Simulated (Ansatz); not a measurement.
# Si3S: what a guessed cell relaxes into

The task: take a trial cell of Si3S to zero force and stress.

Computed with Ansatz 0.2.0 (DFT PBE, scalar-relativistic, plane waves, PAW, unless a step's input says otherwise).

### Step 1. The structure to begin with

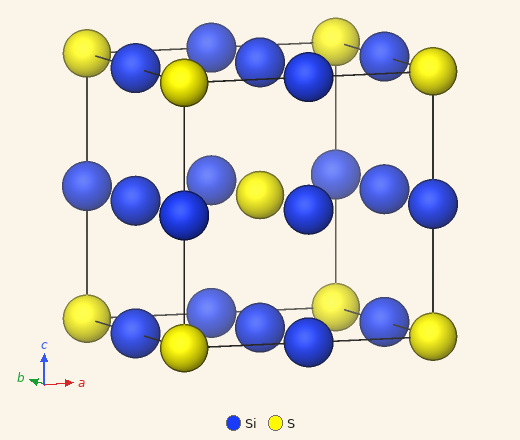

The starting structure, seen slightly off an axis (silicon blue, sulfur yellow). Atoms on the faces are drawn again on the opposite ones. The cell drawn here is the conventional one.

Coordinates:

```
Si S
1.0
    -2.71534    2.71534    2.71534
     2.71534   -2.71534    2.71534
     2.71534    2.71534   -2.71534
Si S
3 1
Direct
  0.00000 0.50000 0.50000
  0.50000 0.00000 0.50000
  0.50000 0.50000 0.00000
  0.00000 0.00000 0.00000
```

A structure generator made this guess: random cell by space group and Wyckoff sites (Im-3m, No. 229). Lengths come from tabulated atomic sizes and are only a guess.

### Step 2. The guess as it stands, on a coarse mesh

The input, input.yaml:

```yaml
crystal:
  lattice:
    - [-2.71534089, 2.71534089, 2.71534089]
    - [2.71534089, -2.71534089, 2.71534089]
    - [2.71534089, 2.71534089, -2.71534089]
  atoms:
    - { symbol: Si, position: [0.0, 0.5, 0.5] }
    - { symbol: Si, position: [0.5, 0.0, 0.5] }
    - { symbol: Si, position: [0.5, 0.5, 0.0] }
    - { symbol: S, position: [0.0, 0.0, 0.0] }
basis:
  ecutwfc: 420
kpoints:
  mp_grid: { grid: [4, 4, 4] }
hamiltonian:
  xc: pbe
scf:
  occupations: { method: gaussian, width: 0.1 }
  lower_state_search: "off"
output:
  forces: true
  stress: true
  eigenvalues: true
```

Launch:

```
ansatz run input.yaml --threads 1 --pin off --max-ram 2048MiB --backend cpu --events-out ev --progress --plain --runs-dir out
```

Log (excerpt; [...] marks lines left out):

```text
Warning: RAYON_NUM_THREADS=1 ignored (pool sized by the plan → 1); use --threads N
[...]
Pseudopotentials: kind: paw
Pseudopotential: Si, paw, valence charge 4, recommended cutoff 420 eV (normal), Si.paw.azcp
Pseudopotential: S, paw, valence charge 6, recommended cutoff 420 eV (normal), S.paw.azcp
Functional definition: PBE
[...]
Crystal: 4 atoms, lattice volume = 80.082 Å³
Basis set: ecut = 420 eV, 1553 PW (Γ), exchange–correlation on 64×64×64 points (8 copies of the dense FFT grid, shifted against one another)
Bands: 13, of which v1, the nominal top of the filled ones, is band 9 counted from 1 (8 counted from 0)
Symmetry: 48 space group operations
Space group: Im-3m (ITA 229), of the structure as read, at distance tolerance 4.3e-5 Å
k-points: 8 of 64
[...]
SCF iter   1: F=—  HF=-2808.330406 eV  |F-HF|=—  |Δ(HF+E_count)|=         —  Δρ=3.70e-3  dr2=2.52e-2  ethr=1.77e-3  ⟨swp⟩=5.2  Hψ=637  notcnv=0
[...]
SCF iter   6: F=-2808.322746 eV  HF=-2808.322746 eV  |F-HF|=1.41e-10  |Δ(HF+E_count)|=   2.69e-9  Δρ=5.98e-7  dr2=3.48e-10  ethr=1.79e-10  ⟨swp⟩=3.2  Hψ=392  notcnv=0
[...]
SCF converged after 6 iterations
Free energy (F): -2808.322746 eV
[...]
E sigma→0 (E₀):  -2808.315940 eV
Entropy (-TS):   -0.013612 eV (-3.403 meV/atom)
Fermi energy:    6.005845 eV
[...]
--- Forces (eV/Å), atoms counted from 1 ---
  atom   1  Si    -0.00000000    -0.00000000    -0.00000000
  atom   2  Si    -0.00000000     0.00000000    -0.00000000
  atom   3  Si    -0.00000000     0.00000000     0.00000000
  atom   4  S     -0.00000000     0.00000000    -0.00000000
[...]
--- Stress (GPa, compression-positive) ---
      -12.250993      -0.000000      -0.000000
        0.000000     -12.250993       0.000000
       -0.000000      -0.000000     -12.250993
  P = ⅓ Tr σ = -12.2510 GPa (-122.510 kbar)
--- Band table (eV; the first three rows and the last of 8) ---
  k-point 0: bands = ["-7.3933", "-2.0109", "2.3307", "2.3307", "2.3307", "2.4575", "2.4575", "4.1403", "4.1403", "4.1403", "8.9492", "8.9492", "8.9492"]
[...]
```

Run time: 0.57 s. Hardware: 1 thread of Intel Xeon 6975P-C (Granite Rapids), shared host; peak memory 0.32 GiB.

The probe gives pressure -12.3 GPa, largest force 0.00 eV/Å, gap on this mesh none (metal). A guess like this is first relaxed loosely on the coarse mesh.

### Step 3. A loose first relaxation

Edit input.yaml of step 2 so:

```diff
@@ -23 +23,6 @@
   eigenvalues: true
+relax:
+  adjacent_minimum: "off"
+  f_tol: 0.04
+  max_steps: 70
+  cell: { stress_tol: 0.4 }
```

Launch:

```
ansatz run input.yaml --threads 1 --pin off --max-ram 2048MiB --backend cpu --events-out ev --progress --plain --runs-dir out
```

Log:

```text
Warning: RAYON_NUM_THREADS=1 ignored (pool sized by the plan → 1); use --threads N
Engine: ansatz 0.2.0, x86_64-unknown-linux-gnu
[... 4 set-up lines as earlier in the session ...]
  parameter kappa = 0.804
  parameter beta = 0.06672455060314922
  exchange = pbe_x(kappa = kappa, mu = beta*pi^2/3)
  correlation = pbe_c(beta = beta)
Crystal: 4 atoms, lattice volume = 80.082 Å³
Basis set: ecut = 420 eV, 1553 PW (Γ), exchange–correlation on 64×64×64 points (8 copies of the dense FFT grid, shifted against one another)
Bands: 13, of which v1, the nominal top of the filled ones, is band 9 counted from 1 (8 counted from 0)
[... 2 set-up lines as earlier in the session ...]
k-points: 8 of 64
Non-local potential: Si, projectors of the file, l = 0: 2, l = 1: 2, l = 2: 2
Non-local potential: S, projectors of the file, l = 0: 2, l = 1: 2, l = 2: 2
PAW form: soft (Blöchl's): semilocal exchange-correlation on the pseudo side does not see the compensation charge
PAW one-centre angular grid: Si, 110 points (default); XC on 64 Gauss nodes
PAW one-centre angular grid: S, 110 points (default); XC on 64 Gauss nodes
Initial density: superposition of atomic densities (neutral atoms: chi_scale 0, normalization atom), corrected by the library's trained network
Initial wavefunctions: pseudopotential atomic-orbital guess
Functional: x = pbe(κ = 0.804, μ = 0.2195149727645171), c = pbe(β = 0.06672455060314922)
SCF iter   1: F=—  HF=-2808.330406 eV  |F-HF|=—  |Δ(HF+E_count)|=         —  Δρ=3.70e-3  dr2=2.52e-2  ethr=1.77e-3  ⟨swp⟩=5.2  Hψ=637  notcnv=0
preconditioner: auto → none  [insulator: Δε(μ)=0.504 eV  Ē_g=7.693 eV  σ=0.100 eV  W_gap=0.71  n_scr=12 (ndim 8)  ℏωp=17.6 eV  f_vac=0.000  D(μ)=2.35/eV (n_scr^D=12)  ε∞_Penn≈6.2]
SCF iter   2: F=—  HF=-2808.323547 eV  |F-HF|=—  |Δ(HF+E_count)|=   6.86e-3  Δρ=1.46e-3  dr2=2.97e-3  ethr=1.40e-4  ⟨swp⟩=1.0  Hψ=168  notcnv=0
SCF iter   3: F=—  HF=-2808.322800 eV  |F-HF|=—  |Δ(HF+E_count)|=   7.47e-4  Δρ=1.52e-4  dr2=1.47e-5  ethr=1.65e-5  ⟨swp⟩=2.4  Hψ=151  notcnv=0
SCF iter   4: F=—  HF=-2808.322746 eV  |F-HF|=—  |Δ(HF+E_count)|=   5.43e-5  Δρ=2.45e-5  dr2=2.95e-7  ethr=8.16e-8  ⟨swp⟩=2.2  Hψ=175  notcnv=0
iter 5 did not close the SCF: its close was put off for the readings that it lacked (scf_convergence_deferred on its scf_iter line)
SCF iter   5: F=-2808.322746 eV  HF=-2808.322746 eV  |F-HF|=2.22e-8  |Δ(HF+E_count)|=   4.28e-7  Δρ=4.86e-6  dr2=3.17e-8  ethr=1.64e-9  ⟨swp⟩=2.4  Hψ=174  notcnv=0
SCF iter   6: F=-2808.322746 eV  HF=-2808.322746 eV  |F-HF|=1.31e-10  |Δ(HF+E_count)|=   2.97e-9  Δρ=5.88e-7  dr2=3.35e-10  ethr=1.76e-10  ⟨swp⟩=3.1  Hψ=382  notcnv=0
SCF 1 converged in 6 iterations: F = -2808.322746 eV  dr2 = 3.35e-10
relax step   1: F+E_penalty+E_count = -2808.32274646 eV  Δ(F+E_penalty+E_count) = +0.000e0 eV  max|allowed force component| = 6.944e-30 eV/Å  Δτ_max = 0.0000 Å  P = -12.251 GPa  Ω = 80.082 Å³  (6 SCF iters, dr2 threshold 1.00e-7 eV, accepted)
Crystal: 4 atoms, lattice volume = 68.931 Å³
Basis set: ecut = 420 eV, 1409 PW (Γ), exchange–correlation on 64×64×64 points (8 copies of the dense FFT grid, shifted against one another)
Initial density: handed on by an earlier stage of this run
Initial wavefunctions: those handed on with the density
iter 1 solved again at ethr=3.79e-4 eV; its pass at ethr=3.10e-3 eV (dr2=6.83e-2 eV) is discarded
SCF iter   1: F=—  HF=-2808.998729 eV  |F-HF|=—  |Δ(HF+E_count)|=         —  Δρ=7.27e-3  dr2=6.99e-2  ethr=3.79e-4  ⟨swp⟩=1.0  Hψ=746  notcnv=0
preconditioner: auto → none  [insulator: Δε(μ)=0.302 eV  Ē_g=8.385 eV  σ=0.100 eV  W_gap=0.86  n_scr=12 (ndim 8)  ℏωp=19.0 eV  f_vac=0.000  D(μ)=2.30/eV (n_scr^D=18)  ε∞_Penn≈6.1]
SCF iter   2: F=—  HF=-2808.981836 eV  |F-HF|=—  |Δ(HF+E_count)|=   1.69e-2  Δρ=2.90e-3  dr2=7.64e-3  ethr=3.79e-4  ⟨swp⟩=2.0  Hψ=141  notcnv=0
SCF iter   3: F=—  HF=-2808.980353 eV  |F-HF|=—  |Δ(HF+E_count)|=   1.48e-3  Δρ=4.57e-4  dr2=9.90e-5  ethr=4.24e-5  ⟨swp⟩=2.5  Hψ=172  notcnv=0
SCF iter   4: F=—  HF=-2808.980406 eV  |F-HF|=—  |Δ(HF+E_count)|=   5.24e-5  Δρ=7.33e-5  dr2=2.51e-6  ethr=5.50e-7  ⟨swp⟩=2.0  Hψ=154  notcnv=0
iter 5 did not close the SCF: its close was put off for the readings that it lacked (scf_convergence_deferred on its scf_iter line)
SCF iter   5: F=-2808.980407 eV  HF=-2808.980407 eV  |F-HF|=8.57e-9  |Δ(HF+E_count)|=   1.79e-6  Δρ=4.29e-6  dr2=6.85e-9  ethr=1.40e-8  ⟨swp⟩=2.6  Hψ=184  notcnv=0
SCF iter   6: F=-2808.980407 eV  HF=-2808.980407 eV  |F-HF|=1.66e-10  |Δ(HF+E_count)|=   9.90e-9  Δρ=4.92e-7  dr2=1.13e-10  ethr=3.80e-11  ⟨swp⟩=2.5  Hψ=366  notcnv=0
SCF 2 converged in 6 iterations: F = -2808.980407 eV  dr2 = 1.13e-10
relax step   2: F+E_penalty+E_count = -2808.98040747 eV  Δ(F+E_penalty+E_count) = -6.577e-1 eV  max|allowed force component| = 8.230e-31 eV/Å  Δτ_max = 0.0000 Å  P = -5.493 GPa  Ω = 68.931 Å³  energy of the carried Pulay correction = +1.120e-3 eV  (6 SCF iters, dr2 threshold 4.00e-7 eV, accepted)
Crystal: 4 atoms, lattice volume = 61.946 Å³
Basis set: ecut = 420 eV, 1205 PW (Γ), exchange–correlation on 64×64×64 points (8 copies of the dense FFT grid, shifted against one another)
iter 1 solved again at ethr=1.65e-4 eV; its pass at ethr=3.10e-3 eV (dr2=2.97e-2 eV) is discarded
SCF iter   1: F=—  HF=-2809.043452 eV  |F-HF|=—  |Δ(HF+E_count)|=         —  Δρ=5.37e-3  dr2=3.05e-2  ethr=1.65e-4  ⟨swp⟩=1.0  Hψ=760  notcnv=0
preconditioner: auto → Kerker (q_TF=auto, 2.220 Å⁻¹)  [metal: Δε(μ)=0.013 eV  Ē_g=8.912 eV  σ=0.100 eV  W_gap=0.07  n_scr=12 (ndim 8)  ℏωp=20.0 eV  f_vac=0.000  D(μ)=3.32/eV (n_scr^D=42)]
SCF iter   2: F=—  HF=-2809.036754 eV  |F-HF|=—  |Δ(HF+E_count)|=   6.70e-3  Δρ=3.08e-3  dr2=8.57e-3  ethr=1.65e-4  ⟨swp⟩=1.5  Hψ=121  notcnv=0
SCF iter   3: F=—  HF=-2809.035013 eV  |F-HF|=—  |Δ(HF+E_count)|=   1.74e-3  Δρ=6.47e-4  dr2=2.85e-4  ethr=4.76e-5  ⟨swp⟩=2.6  Hψ=164  notcnv=0
SCF iter   4: F=—  HF=-2809.035099 eV  |F-HF|=—  |Δ(HF+E_count)|=   8.61e-5  Δρ=1.13e-4  dr2=7.88e-6  ethr=1.58e-6  ⟨swp⟩=2.0  Hψ=161  notcnv=0
SCF iter   5: F=-2809.035105 eV  HF=-2809.035105 eV  |F-HF|=7.15e-8  |Δ(HF+E_count)|=   5.81e-6  Δρ=1.91e-5  dr2=2.09e-7  ethr=2.22e-9  ⟨swp⟩=4.0  Hψ=581  notcnv=0
SCF 3 converged in 5 iterations: F = -2809.035105 eV  dr2 = 2.09e-7
relax step   3: F+E_penalty+E_count = -2809.03510490 eV  Δ(F+E_penalty+E_count) = -5.470e-2 eV  max|allowed force component| = 1.070e-30 eV/Å  Δτ_max = 0.0000 Å  P = +3.590 GPa  Ω = 61.946 Å³  energy of the carried Pulay correction = +1.911e-3 eV  (5 SCF iters, dr2 threshold 4.00e-7 eV, accepted)
Crystal: 4 atoms, lattice volume = 64.531 Å³
Basis set: ecut = 420 eV, 1253 PW (Γ), exchange–correlation on 64×64×64 points (8 copies of the dense FFT grid, shifted against one another)
iter 1 solved again at ethr=2.42e-5 eV; its pass at ethr=3.10e-3 eV (dr2=4.35e-3 eV) is discarded
SCF iter   1: F=—  HF=-2809.062673 eV  |F-HF|=—  |Δ(HF+E_count)|=         —  Δρ=2.05e-3  dr2=4.37e-3  ethr=2.42e-5  ⟨swp⟩=1.0  Hψ=735  notcnv=0
preconditioner: auto → Kerker (q_TF=auto, 2.205 Å⁻¹)  [metal: Δε(μ)=0.088 eV  Ē_g=8.742 eV  σ=0.100 eV  W_gap=0.45  n_scr=12 (ndim 8)  ℏωp=19.6 eV  f_vac=0.000  D(μ)=2.83/eV (n_scr^D=18)]
SCF iter   2: F=—  HF=-2809.061806 eV  |F-HF|=—  |Δ(HF+E_count)|=   8.67e-4  Δρ=1.17e-3  dr2=1.21e-3  ethr=2.42e-5  ⟨swp⟩=1.6  Hψ=125  notcnv=0
SCF iter   3: F=—  HF=-2809.061650 eV  |F-HF|=—  |Δ(HF+E_count)|=   1.56e-4  Δρ=2.63e-4  dr2=4.75e-5  ethr=6.74e-6  ⟨swp⟩=2.4  Hψ=159  notcnv=0
SCF iter   4: F=—  HF=-2809.061689 eV  |F-HF|=—  |Δ(HF+E_count)|=   3.97e-5  Δρ=4.18e-5  dr2=1.17e-6  ethr=2.64e-7  ⟨swp⟩=2.2  Hψ=170  notcnv=0
SCF iter   5: F=-2809.061690 eV  HF=-2809.061690 eV  |F-HF|=1.04e-8  |Δ(HF+E_count)|=   9.59e-7  Δρ=7.61e-6  dr2=3.66e-8  ethr=2.22e-9  ⟨swp⟩=5.2  Hψ=519  notcnv=0
SCF 4 converged in 5 iterations: F = -2809.061690 eV  dr2 = 3.66e-8
relax step   4: F+E_penalty+E_count = -2809.06169033 eV  Δ(F+E_penalty+E_count) = -2.659e-2 eV  max|allowed force component| = 4.203e-30 eV/Å  Δτ_max = 0.0000 Å  P = -0.156 GPa  Ω = 64.531 Å³  energy of the carried Pulay correction = +1.609e-3 eV  (5 SCF iters, dr2 threshold 4.00e-7 eV, accepted)
Basis set: ecut = 420 eV, 1253 PW (Γ), exchange–correlation on 60×60×60 points (8 copies of the dense FFT grid, shifted against one another)
Initial wavefunctions: pseudopotential atomic-orbital guess (no wavefunctions were taken with the density)
iter 1 solved again at ethr=1.61e-8 eV; its pass at ethr=3.10e-3 eV (dr2=2.90e-6 eV) is discarded
SCF iter   1: F=—  HF=-2809.061221 eV  |F-HF|=—  |Δ(HF+E_count)|=         —  Δρ=5.04e-5  dr2=1.76e-7  ethr=1.61e-8  ⟨swp⟩=3.0  Hψ=1001  notcnv=0
preconditioner: auto → Kerker (q_TF=auto, 2.205 Å⁻¹)  [metal: Δε(μ)=0.094 eV  Ē_g=8.735 eV  σ=0.100 eV  W_gap=0.48  n_scr=12 (ndim 8)  ℏωp=19.6 eV  f_vac=0.000  D(μ)=2.78/eV (n_scr^D=18)]
SCF iter   2: F=—  HF=-2809.061157 eV  |F-HF|=—  |Δ(HF+E_count)|=   6.36e-5  Δρ=2.68e-5  dr2=5.48e-8  ethr=9.78e-10  ⟨swp⟩=2.0  Hψ=175  notcnv=0
SCF iter   3: F=-2809.061158 eV  HF=-2809.061158 eV  |F-HF|=9.55e-12  |Δ(HF+E_count)|=   5.01e-7  Δρ=1.38e-6  dr2=1.44e-9  ethr=1.42e-11  ⟨swp⟩=3.5  Hψ=510  notcnv=0
SCF 5 converged in 3 iterations: F = -2809.061158 eV  dr2 = 1.44e-9
relax step   5: F+E_penalty+E_count = -2809.06115755 eV  Δ(F+E_penalty+E_count) = +5.328e-4 eV  max|allowed force component| = 1.065e-30 eV/Å  Δτ_max = 0.0000 Å  P = -0.173 GPa  Ω = 64.531 Å³  stress off target by 1.73e-1 GPa  SCF on the basis re-selected at this cell (its energy is not comparable with the rows above)  (3 SCF iters)
basis re-selected at this cell: Δ(F+E_penalty+E_count) = +5.328e-4 eV, ΔP = -0.017 GPa vs the last step (what re-selecting the basis moved, of the pressure what is left beyond the Pulay correction that the steps carried, after the strain that the cell walked since its last selection, with what the two solves' SCF thresholds leave and, on support functions, any second-order correction that the steps lacked; it is no measure of the basis error at this ecutwfc). The dense FFT grid was sized anew with the basis: this SCF ran on 30×30×30 points, the steps before it on 32×32×32, so part of this shift can come from that change (see relax.cell in the input reference). This SCF's stress stands 1.73e-1 GPa from its target on what of the cell is left free (relax.cell.stress_tol is 4.00e-1 GPa) and its largest allowed force component is 1.07e-30 eV/Å (relax.f_tol is 4.00e-2 eV/Å): within both
SCF converged after 3 iterations
Free energy (F): -2809.061158 eV
Harris-Foulkes:  -2809.061158 eV  (|F-HF|=9.55e-12)
Internal energy: -2809.047237 eV  (E = F + TS)
E sigma→0 (E₀):  -2809.054197 eV
Entropy (-TS):   -0.013921 eV (-3.480 meV/atom)
Fermi energy:    8.764191 eV
--- Per-component energies (eV) ---
  E_band       = 55.267745
  E_kinetic    = 228.586502
  E_local      = -110.050111  (includes V_loc(G=0)·N_el)
  E_nonlocal   = 104.857133
  E_hartree    = 36.296791
  E_xc         = -264.089291
  E_vxc        = -229.661900  (∫ρ·V_xc dr)
  E_paw        = -2137.141641  (= ΣΔE_a)
  E_vpaw       = -11.057860  (= ΣTr[D̂ρ^β])
  E_aug_tail   = 0.000022  (compensation charges beyond the density's cutoff)
  E_ewald      = -667.506642
  E_smearing   = -0.013921  (= −TS)
  E_closure    = -0.000000  (closes the sum)
  Σ components = -2809.061158   (vs F -2809.061158, Δ=0.00e0)
--- Forces (eV/Å), atoms counted from 1 ---
  atom   1  Si     0.00000000    -0.00000000     0.00000000
  atom   2  Si     0.00000000     0.00000000     0.00000000
  atom   3  Si     0.00000000     0.00000000     0.00000000
  atom   4  S     -0.00000000    -0.00000000    -0.00000000
  max |Σ_I F_I| component: 1.11e-30 eV/Å
--- Stress (GPa, compression-positive) ---
       -0.172559       0.000000      -0.000000
        0.000000      -0.172559      -0.000000
        0.000000       0.000000      -0.172559
  P = ⅓ Tr σ = -0.1726 GPa (-1.726 kbar)
--- Band table (eV; the first three rows and the last of 8) ---
  k-point 0: bands = ["-6.3118", "0.4463", "3.9810", "3.9810", "3.9810", "5.5964", "5.5964", "6.2220", "6.2220", "6.2220", "10.6386", "10.6386", "10.6386"]
  k-point 1: bands = ["-5.8732", "-0.5923", "2.5718", "3.0491", "3.5924", "5.5416", "5.7303", "5.7684", "8.5931", "8.7336", "11.3382", "12.0656", "12.1737"]
  k-point 2: bands = ["-5.2552", "-1.6536", "1.4131", "2.4709", "3.2740", "5.0700", "6.8504", "7.7278", "8.8275", "9.3106", "11.1349", "12.0873", "14.0002"]
  k-point 7: bands = ["-4.9037", "0.4786", "0.4786", "1.7080", "1.7080", "1.7080", "8.0524", "8.0524", "8.0524", "9.9944", "14.1863", "14.1863", "14.1863"]
--- Relaxed structure (4 steps of the walk, 4 accepted, 1 SCFs on fresh bases) ---
  F+E_penalty+E_count = -2809.06115755 eV   max|allowed force component| = 1.065e-30 eV/Å   (the final SCF, on the basis selected at the relaxed cell)
  cell:  # Å, volume = 64.5306 Å³
    - [-2.5267865182625435, 2.5267865182625435, 2.5267865182625435]
    - [2.5267865182625435, -2.5267865182625435, 2.5267865182625435]
    - [2.5267865182625435, 2.5267865182625435, -2.5267865182625435]
  atoms:
    - { symbol: Si, position: [2.867876747930821e-34, 0.49999999999999994, 0.49999999999999994] }
    - { symbol: Si, position: [0.49999999999999994, -1.3085138604766993e-33, 0.49999999999999994] }
    - { symbol: Si, position: [0.49999999999999994, 0.49999999999999994, -1.1297620097439668e-33] }
    - { symbol: S, position: [-5.703772477758395e-34, 3.635046708623193e-33, 1.9652894806783764e-33] }
```

It took 3.1 s on 1 thread of Intel Xeon 6975P-C (Granite Rapids), shared host; peak memory 0.36 GiB.

The steps of the relaxation:

```csv
step,energy from step 1 (eV/cell),largest force component (eV/Å),pressure (GPa),volume (Å³)
1,0.0000,0.0000,-12.25,80.08
2,-0.6577,0.0000,-5.49,68.93
3,-0.7124,0.0000,3.59,61.95
4,-0.7389,0.0000,-0.16,64.53
5,-0.7384,0.0000,-0.17,64.53
```

Step 1 is the start. Step 5 repeats the geometry before it on a plane-wave basis chosen anew for that cell, so its energy need not be comparable with the rows above.

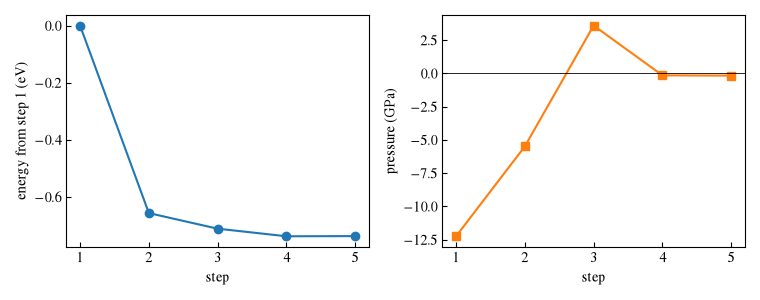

Energy and pressure along the relaxation.

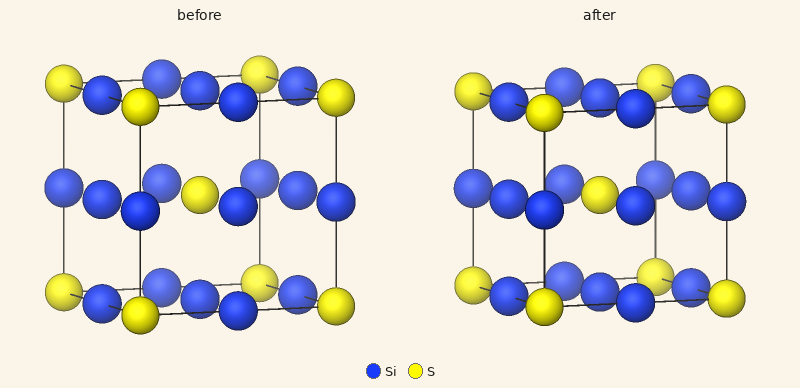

Before and after, at one scale.

Lengths and angles in the start's conventional setting:

|  | before | after | change |
| --- | --- | --- | --- |
| a (Å) | 5.431 | 5.054 | -6.9 % |
| b (Å) | 5.431 | 5.054 | -6.9 % |
| c (Å) | 5.431 | 5.054 | -6.9 % |
| volume (Å³/atom) | 20.02 | 16.13 | -19.4 % |
| shortest distance (Å) | 2.715 | 2.527 | -6.9 % |
| space group (0.01 Å) | Im-3m | Im-3m | same |

The run keeps the 48 symmetry operations of the start, so it could not have lowered the symmetry.

[end of part 1 of 2]
